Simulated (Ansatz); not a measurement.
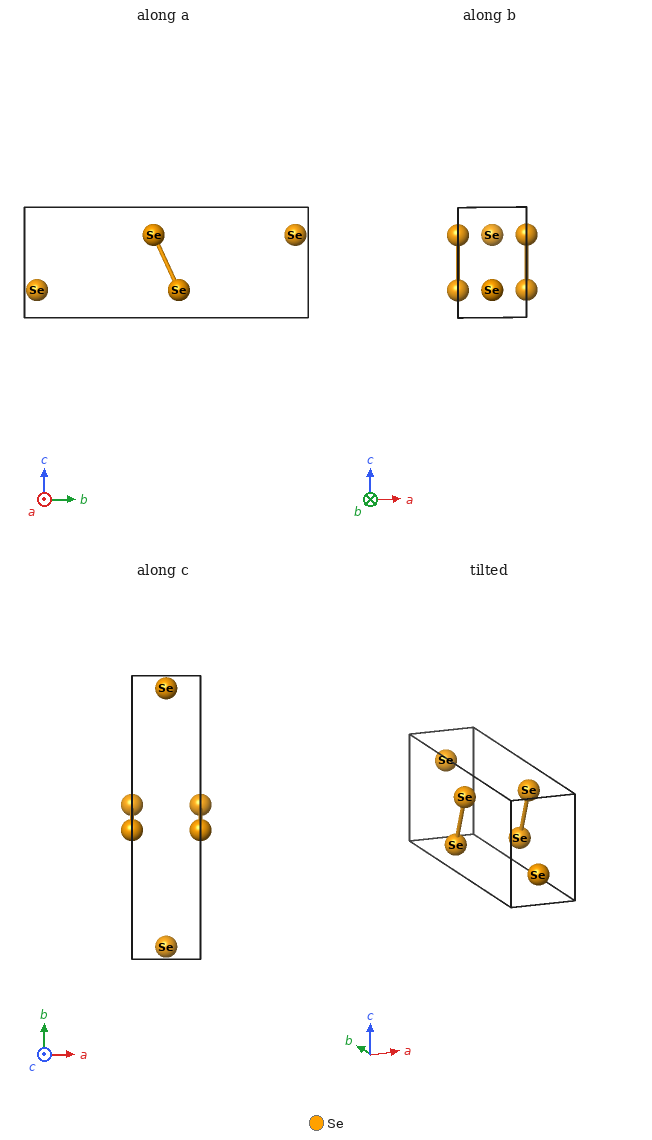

Ball-and-stick model, viewed along the a axis, along the b axis, along the c axis and slightly off an axis. The drawn cell (a repeat of the simulation cell) is outlined; an atom on or near a face, edge or corner is repeated at each equivalent position.

Lattice parameters: a = 2.7990 Å, b = 11.5828 Å, c = 4.5074 Å, α = 90.000°, β = 89.425°, γ = 90.000°.

Convert the drawing into a CIF in P1 with every atom of the cell, with free fractional coordinates to two decimals.

```cif
data_structure
_symmetry_space_group_name_H-M 'P 1'
_symmetry_Int_Tables_number 1
_cell_length_a 2.7990
_cell_length_b 11.5828
_cell_length_c 4.5074
_cell_angle_alpha 90.000
_cell_angle_beta 89.425
_cell_angle_gamma 90.000
_cell_volume 146.12
loop_
_atom_site_label
_atom_site_type_symbol
_atom_site_fract_x
_atom_site_fract_y
_atom_site_fract_z
_atom_site_occupancy
Se1 Se 0.50 0.04 0.25 1
Se2 Se 0.00 0.54 0.25 1
Se3 Se 0.50 0.96 0.75 1
Se4 Se 0.00 0.46 0.75 1
```

The model was built from a structure type filled with this element by a generator (whether the element takes this form wasn't checked). Earlier steps of the study may have refined or changed the cell and positions. It went into a calculation with Ansatz.
